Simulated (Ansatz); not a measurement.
**Si16O31 (charge +1): field-gradient calculation (part 4 of 4)**

Continued. System: Si16O31 (defect cell, 47 atoms in the cell, total charge +1). Method: DFT, PBE, plane waves, PAW, spin-polarised (Ansatz 0.2.0); cutoff 420 eV, 2×2×2 k-mesh, cold smearing of 0.001 eV, collinear spins. The structure derives from an entry of the Crystallography Open Database.

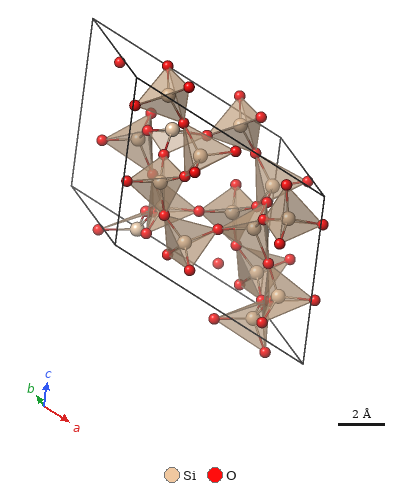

*The structure (polyhedral view of the reduced cell, seen slightly off an axis; polyhedra are completed across the faces of the cell).*

### Output, continued
```
  k-point 7 ↓: bands = ["-18.9882", "-18.8921", "-18.5189", "-18.4309", "-18.2377", "-18.1929", "-18.1445", "-18.0903", "-17.8238", "-17.7795", "-17.6877", "-17.5511", "-17.4489", "-17.2518", "-17.2237", "-17.1873", "-17.0010", "-16.9667", "-16.9300", "-16.7721", "-16.7326", "-16.6807", "-16.6354", "-16.5578", "-16.4960", "-16.4475", "-16.4023", "-16.3942", "-16.3026", "-16.2027", "-16.1573", "-8.9273", "-8.5767", "-7.8448", "-7.7537", "-7.5937", "-7.5346", "-7.5047", "-7.4833", "-6.5516",
      "-6.4095", "-6.3175", "-6.0785", "-6.0464", "-5.7566", "-5.3984", "-5.3737", "-5.3215", "-5.1694", "-5.1370", "-4.9227", "-4.7745", "-4.7701", "-4.6612", "-4.6372", "-4.6094", "-4.5654", "-4.5121", "-4.4609", "-4.4000", "-4.3235", "-4.2925", "-3.2621", "-2.9686", "-2.6710", "-2.5857", "-2.4516", "-2.4053", "-2.3448", "-2.2806", "-2.2413", "-2.1547", "-2.1390", "-2.0613", "-1.9312", "-1.8745", "-1.8340", "-1.8022", "-1.7744", "-1.7128",
      "-1.6986", "-1.6135", "-1.5726", "-1.5636", "-1.4915", "-1.4755", "-1.4291", "-1.3635", "-1.3456", "-1.2906", "-1.2535", "-1.2074", "-1.1885", "-1.1340", "-1.1203", "-1.0355", "-1.0193", "-0.9921", "-0.9454", "-0.9083", "-0.8105", "-0.7804", "-0.5732", "-0.4918", "-0.4566", "-0.4094", "-0.3138", "-0.2527", "-0.1855", "-0.1382", "-0.0779", "-0.0172", "-0.0005", "0.0646", "0.0990", "0.1645", "0.2186", "0.3612", "0.4128", "0.4938",
      "0.5853", "0.6243", "0.7414", "0.7623", "1.3781", "4.8239", "7.1122", "7.1743", "7.3693", "7.4187", "8.7910", "8.8183", "8.9350", "8.9901", "9.1249", "9.1779", "9.4887", "9.5917", "9.6300", "9.6711", "9.7501", "9.7929", "9.8442", "9.9311", "10.0421", "10.0562", "10.1428", "10.1983", "10.2930", "10.3815", "10.4010", "10.4672", "10.5285", "10.6180", "10.7517", "10.7867", "10.8589", "10.8993", "10.9723", "11.0502",
      "11.1198", "11.2246", "11.2395", "11.3059", "11.4483", "11.5055", "11.5480", "11.6217", "11.8107", "11.9508", "11.9769", "12.1175"]
--- Löwdin populations: 47 sites ---
  site symbol       q [e]    m [muB]
     0     Si      2.1606     0.0036
     1     Si      2.1667     0.0000
     2     Si      2.1672    -0.0000
     3     Si      2.4205     0.2786
     4     Si      2.1631    -0.0004
     5     Si      2.1659     0.0001
     6     Si      2.1592     0.0025
     7     Si      2.1675    -0.0000
     8     Si      2.1699     0.0011
     9     Si      2.1752    -0.0000
    10     Si      2.1749     0.0000
    11     Si      2.1658     0.0014
    12     Si      2.1747    -0.0000
    13     Si      2.1712     0.0041
    14     Si      2.4243     0.2605
    15     Si      2.1759    -0.0000
    16      O      6.7883     0.0145
    17      O      6.7993     0.0006
    18      O      6.7989     0.0001
    19      O      6.7483     0.0677
    20      O      6.7984     0.0006
    21      O      6.7966     0.0007
    22      O      6.7444     0.0552
    23      O      6.8004     0.0003
    24      O      6.7971     0.0009
    25      O      6.7846     0.0126
    26      O      6.7389     0.0601
    27      O      6.7952     0.0000
    28      O      6.7367     0.0561
    29      O      6.7965     0.0003
    30      O      6.7954     0.0005
    31      O      6.7939     0.0007
    32      O      6.7989     0.0003
    33      O      6.7927     0.0036
    34      O      6.7942     0.0034
    35      O      6.7963     0.0001
    36      O      6.7963     0.0011
    37      O      6.7976    -0.0000
    38      O      6.7989     0.0002
    39      O      6.8022     0.0009
    40      O      6.7849     0.0184
    41      O      6.7958     0.0007
    42      O      6.7948     0.0013
    43      O      6.7590     0.0518
    44      O      6.7996     0.0003
    45      O      6.7996     0.0004
    46      O      6.7622     0.0401
  spilling = 0.013702 (of n_electrons = 249.000000)
```

### File populations.tsv
```
# site	symbol	l	j	q_up	q_dn
# orbitals = lowdin
# n_electrons = 249.000000
# spilling = 0.013702
0	Si	0_3S	-	0.335106	0.334171
0	Si	1_3P	-	0.746996	0.744346
1	Si	0_3S	-	0.334929	0.334922
1	Si	1_3P	-	0.748406	0.748406
2	Si	0_3S	-	0.334880	0.334882
2	Si	1_3P	-	0.748720	0.748723
3	Si	0_3S	-	0.464729	0.356947
3	Si	1_3P	-	0.884823	0.714033
4	Si	0_3S	-	0.334679	0.334857
4	Si	1_3P	-	0.746667	0.746857
5	Si	0_3S	-	0.334754	0.334725
5	Si	1_3P	-	0.748219	0.748175
6	Si	0_3S	-	0.334557	0.333855
6	Si	1_3P	-	0.746300	0.744537
7	Si	0_3S	-	0.335003	0.335003
7	Si	1_3P	-	0.748755	0.748777
8	Si	0_3S	-	0.339479	0.339252
8	Si	1_3P	-	0.746000	0.745162
9	Si	0_3S	-	0.339887	0.339884
9	Si	1_3P	-	0.747695	0.747730
10	Si	0_3S	-	0.339737	0.339713
10	Si	1_3P	-	0.747750	0.747734
11	Si	0_3S	-	0.339924	0.339730
11	Si	1_3P	-	0.743666	0.742486
12	Si	0_3S	-	0.339948	0.339957
12	Si	1_3P	-	0.747396	0.747413
13	Si	0_3S	-	0.340434	0.339137
13	Si	1_3P	-	0.747232	0.744392
14	Si	0_3S	-	0.462445	0.362168
14	Si	1_3P	-	0.879986	0.719735
15	Si	0_3S	-	0.339942	0.339940
15	Si	1_3P	-	0.747990	0.747999
16	O	0_2S	-	0.797737	0.796915
16	O	1_2P	-	2.603664	2.589939
17	O	0_2S	-	0.797359	0.797342
17	O	1_2P	-	2.602556	2.602008
18	O	0_2S	-	0.797359	0.797359
18	O	1_2P	-	2.602149	2.602069
19	O	0_2S	-	0.802698	0.798361
19	O	1_2P	-	2.605319	2.541912
20	O	0_2S	-	0.797202	0.797242
20	O	1_2P	-	2.602339	2.601666
21	O	0_2S	-	0.797069	0.797096
21	O	1_2P	-	2.601537	2.600855
22	O	0_2S	-	0.802417	0.798757
22	O	1_2P	-	2.597431	2.545842
23	O	0_2S	-	0.797328	0.797324
23	O	1_2P	-	2.603003	2.602715
24	O	0_2S	-	0.796614	0.796556
24	O	1_2P	-	2.602388	2.601533
25	O	0_2S	-	0.797089	0.796501
25	O	1_2P	-	2.601541	2.589483
26	O	0_2S	-	0.803202	0.801212
26	O	1_2P	-	2.596270	2.538197
27	O	0_2S	-	0.796600	0.796600
27	O	1_2P	-	2.601022	2.600991
28	O	0_2S	-	0.802990	0.800418
28	O	1_2P	-	2.593379	2.539871
29	O	0_2S	-	0.796588	0.796582
29	O	1_2P	-	2.601815	2.601489
30	O	0_2S	-	0.796043	0.796100
30	O	1_2P	-	2.601882	2.601337
31	O	0_2S	-	0.796282	0.796329
31	O	1_2P	-	2.601008	2.600266
32	O	0_2S	-	0.792989	0.792980
32	O	1_2P	-	2.606594	2.606322
33	O	0_2S	-	0.793196	0.793170
33	O	1_2P	-	2.604973	2.601354
34	O	0_2S	-	0.793235	0.793207
34	O	1_2P	-	2.605545	2.602210
35	O	0_2S	-	0.792970	0.793004
35	O	1_2P	-	2.605222	2.605066
36	O	0_2S	-	0.792719	0.792753
36	O	1_2P	-	2.605976	2.604859
37	O	0_2S	-	0.792823	0.792871
37	O	1_2P	-	2.605971	2.605958
38	O	0_2S	-	0.792589	0.792648
38	O	1_2P	-	2.606949	2.606735
39	O	0_2S	-	0.793246	0.793188
39	O	1_2P	-	2.608290	2.607437
40	O	0_2S	-	0.793943	0.793107
40	O	1_2P	-	2.607693	2.590128
41	O	0_2S	-	0.793546	0.793563
41	O	1_2P	-	2.604678	2.603975
42	O	0_2S	-	0.793484	0.793488
42	O	1_2P	-	2.604603	2.603274
43	O	0_2S	-	0.796753	0.790243
43	O	1_2P	-	2.608663	2.563323
44	O	0_2S	-	0.793264	0.793264
44	O	1_2P	-	2.606692	2.606396
45	O	0_2S	-	0.793264	0.793262
45	O	1_2P	-	2.606727	2.606303
46	O	0_2S	-	0.795280	0.789689
46	O	1_2P	-	2.605836	2.571375
```

### File rho_z.tsv
```
# z_ang	rho[e/angstrom^3]	rho_spin[e/angstrom^3]
# format = ansatz-planar-average/11
# lattice	0.000000000	7.220000000	7.300000000
# lattice	7.090000000	0.000000000	7.300000000
# lattice	7.090000000	7.220000000	0.000000000
# sites	47
# site	14	3.367750000	3.415060000	3.416400000
# site	14	10.457750000	10.635060000	10.716400000
# site	14	7.267250000	11.024940000	7.066400000
# site	14	7.267250000	3.804940000	7.066400000
# site	14	10.812250000	7.025060000	7.533600000
# site	14	3.722250000	7.025060000	7.533600000
# site	14	6.912750000	7.414940000	11.183600000
# site	14	6.912750000	7.414940000	3.883600000
# site	14	5.161520000	5.350020000	5.358200000
# site	14	12.251520000	12.570020000	12.658200000
# site	14	5.473480000	9.089980000	9.008200000
# site	14	12.563480000	9.089980000	9.008200000
# site	14	9.018480000	8.960020000	5.591800000
# site	14	9.018480000	8.960020000	12.891800000
# site	14	8.706520000	5.479980000	9.241800000
# site	14	8.706520000	12.699980000	9.241800000
# site	8	4.261090000	4.512500000	4.365400000
# site	8	11.351090000	11.732500000	11.665400000
# site	8	6.373910000	9.927500000	8.015400000
# site	8	6.373910000	2.707500000	8.015400000
# site	8	9.918910000	8.122500000	6.584600000
# site	8	2.828910000	8.122500000	6.584600000
# site	8	7.806090000	6.317500000	10.234600000
# site	8	7.806090000	6.317500000	2.934600000
# site	8	7.749370000	8.050300000	5.029700000
# site	8	7.749370000	8.050300000	12.329700000
# site	8	9.975630000	6.389700000	8.679700000
# site	8	2.885630000	6.389700000	8.679700000
# site	8	6.430630000	4.440300000	5.920300000
# site	8	6.430630000	11.660300000	5.920300000
# site	8	4.204370000	2.779700000	2.270300000
# site	8	11.294370000	9.999700000	9.570300000
# site	8	7.827360000	12.165700000	8.000800000
# site	8	2.807640000	2.274300000	4.350800000
# site	8	9.897640000	9.494300000	11.650800000
# site	8	6.352640000	8.555700000	10.249200000
# site	8	6.352640000	8.555700000	2.949200000
# site	8	4.282360000	5.884300000	6.599200000
# site	8	11.372360000	5.884300000	6.599200000
# site	8	4.892100000	7.797600000	8.241700000
# site	8	11.982100000	7.797600000	8.241700000
# site	8	5.742900000	6.642400000	4.591700000
# site	8	5.742900000	6.642400000	11.891700000
# site	8	2.197900000	4.187600000	2.708300000
# site	8	9.287900000	11.407600000	10.008300000
# site	8	8.437100000	10.252400000	6.358300000
# site	8	8.437100000	3.032400000	6.358300000
0.000000	1.647093e-1	1.538893e-4
0.140543	2.040985e-1	2.157228e-4
0.281087	2.467938e-1	3.128686e-4
0.421630	2.828600e-1	4.517924e-4
0.562173	3.023907e-1	6.206251e-4
0.702716	2.997352e-1	7.986368e-4
0.843260	2.761573e-1	9.434438e-4
0.983803	2.386391e-1	9.836597e-4
1.124346	1.973652e-1	8.750550e-4
1.264889	1.616127e-1	6.535695e-4
1.405433	1.361922e-1	4.115509e-4
1.545976	1.228485e-1	2.398737e-4
1.686519	1.230012e-1	1.896426e-4
1.827063	1.387548e-1	2.789257e-4
1.967606	1.737938e-1	5.270573e-4
2.108149	2.309996e-1	9.658330e-4
2.248692	3.072321e-1	1.636638e-3
2.389236	3.937781e-1	2.558773e-3
2.529779	4.823875e-1	3.644127e-3
2.670322	5.674061e-1	4.687233e-3
2.810865	6.422022e-1	5.495117e-3
2.951409	6.978799e-1	6.001100e-3
3.091952	7.274845e-1	6.271738e-3
3.232495	7.283878e-1	6.451170e-3
3.373039	6.992856e-1	6.642430e-3
3.513582	6.396130e-1	6.753576e-3
3.654125	5.543922e-1	6.517494e-3
3.794668	4.557576e-1	5.783884e-3
3.935212	3.577188e-1	4.721757e-3
4.075755	2.712535e-1	3.632338e-3
4.216298	2.031588e-1	2.686999e-3
4.356841	1.559896e-1	1.920399e-3
4.497385	1.284563e-1	1.329371e-3
4.637928	1.171898e-1	9.037554e-4
4.778471	1.194988e-1	6.315700e-4
4.919015	1.351573e-1	5.077704e-4
5.059558	1.643971e-1	5.237087e-4
5.200101	2.040369e-1	6.515309e-4
5.340644	2.467328e-1	8.359066e-4
5.481188	2.826987e-1	9.804608e-4
5.621731	3.021894e-1	9.804956e-4
5.762274	2.996014e-1	8.216479e-4
5.902817	2.760897e-1	5.966575e-4
6.043361	2.385631e-1	3.965208e-4
6.183904	1.972263e-1	2.493913e-4
6.324447	1.614151e-1	1.521544e-4
6.464991	1.360041e-1	9.312570e-5
6.605534	1.227837e-1	5.705580e-5
6.746077	1.232087e-1	3.515689e-5
6.886620	1.393810e-1	2.432834e-5
7.027164	1.749792e-1	2.282586e-5
7.167707	2.329690e-1	3.098821e-5
7.308250	3.104487e-1	4.953902e-5
7.448793	3.991834e-1	7.787329e-5
7.589337	4.914647e-1	1.172294e-4
7.729880	5.821142e-1	1.696825e-4
7.870423	6.653427e-1	2.164179e-4
8.010966	7.330762e-1	2.109768e-4
8.151510	7.773276e-1	1.473520e-4
8.292053	7.920624e-1	1.074841e-4
8.432596	7.723537e-1	1.544341e-4
8.573140	7.156962e-1	2.285080e-4
8.713683	6.265825e-1	2.398318e-4
8.854226	5.176515e-1	1.881233e-4
8.994769	4.052143e-1	1.249667e-4
9.135313	3.041129e-1	7.800842e-5
9.275856	2.243019e-1	4.954907e-5
9.416399	1.690642e-1	3.791608e-5
9.556942	1.362294e-1	4.136321e-5
9.697486	1.215366e-1	5.625481e-5
9.838029	1.217288e-1	7.951702e-5
9.978572	1.361341e-1	1.113156e-4
```

### Summary

| quantity | value |
| --- | --- |
| outcome | converged |
| electrons treated | 249 |
| free energy | −27813.5479 eV |
| Fermi energy | 0.998 eV |
| gap on the k-point mesh | 0.22 eV |
| net moment of the cell | 1.00 μB |
| integrated absolute moment | 1.04 μB |
| pressure | 4.78 GPa |
| field gradient V_zz (10²¹ V/m²) | Si 3.09, Si 3.20, Si 3.26, Si 5.04, Si 2.95, Si 3.32, Si 3.95, Si 3.13 (the first 8 of 47 sites) |
| largest force (length of the vector) | 4.593 eV/Å |
| hardware | 4 threads of Arm Neoverse V2, 24 GiB of memory available, shared host |
| wall time | 93 s (CPU time 6.1 min) |
| peak memory | 3.5 GiB |

### Notes

Settings chosen away from the usual ones: scf.occupations.method = "cold", scf.occupations.width = 0.001, accuracy = "medium", scf.mixing.algorithm = "anderson", scf.mixing.beta = 0.2, scf.mixing.ndim = 2. Warnings of the run: the state was not tested for a lower one.
